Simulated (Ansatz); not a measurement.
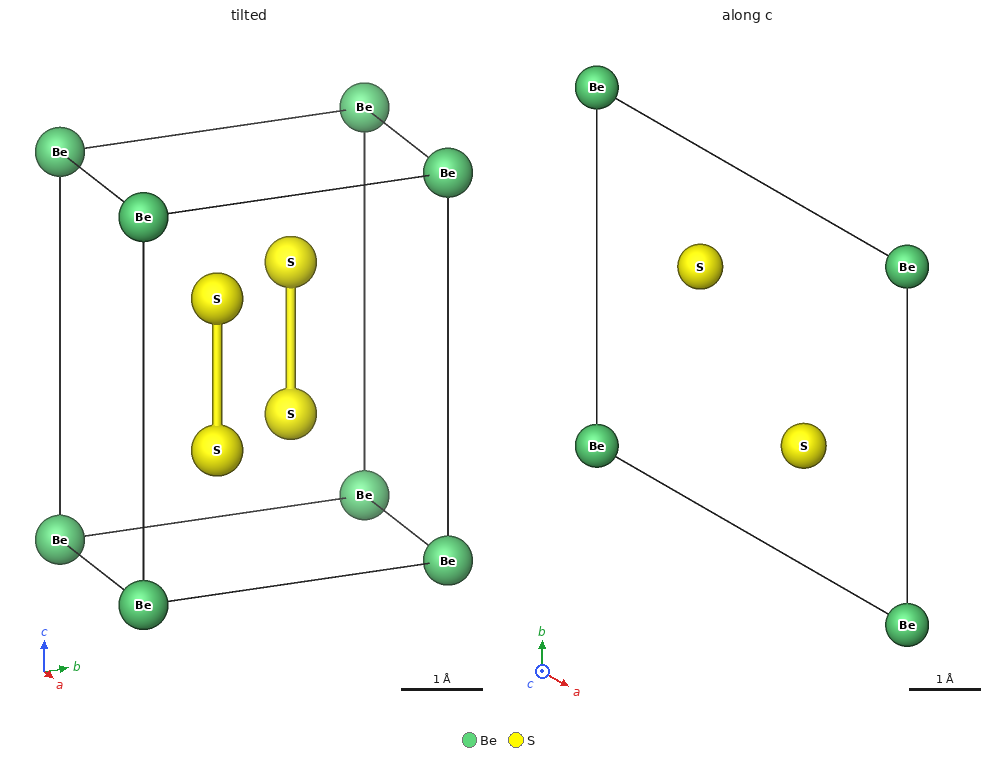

An orthographic ball-and-stick view of the structure, slightly off an axis and along the c axis. The edges of the conventional unit cell are marked. Cell: a = 5.10 Å, b = 5.10 Å, c = 4.91 Å, α = 90.00°, β = 90.00°, γ = 120.00°.

It goes back to a random cell made by a generator, so it need not be a real form of the compound. Earlier steps of the study, as a rule a relaxation of our own, may have changed the cell and positions, so they can lie some per cent off the listed ones. It was run through Ansatz as a DFT input.

**In words:**

This is BeS$_{4}$. Space group P6/mmm (No. 191), lattice primitive hexagonal. Atoms per cell: 5 (1 Be, 4 S). About every S there is one S at about 1.9 Å. The bonds build separate S2 groups; Be atoms stand without bonds in the drawing.

Level of theory and settings: DFT PBE, scalar-relativistic, plane waves, PAW (Ansatz), 420 eV cutoff, the zone sampled with 12×12×8 points, Gaussian smearing of 0.1 eV, no spin polarisation.

**Does it come out as a metal, or with a gap?**

A metal: bands cross the Fermi level.

**Give the Bader charge of each element.**

Be +0.51 e; S -0.13 e.

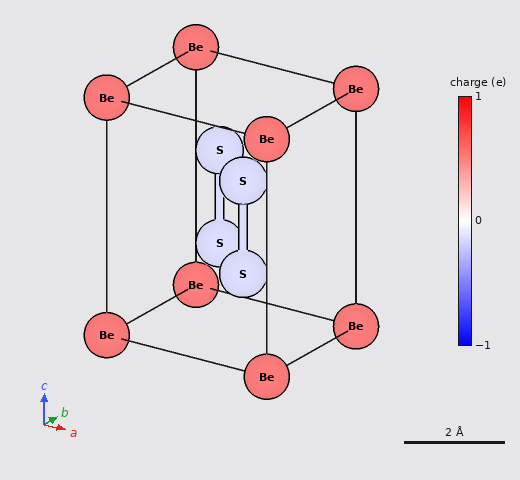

The atoms coloured by those charges. The run's cell of 5 atoms is drawn.

**Are forces and stress small enough to call this relaxed?**

Yes. All forces vanish to within 0.01 eV/Å. The pressure is 0.0 GPa, close to zero.
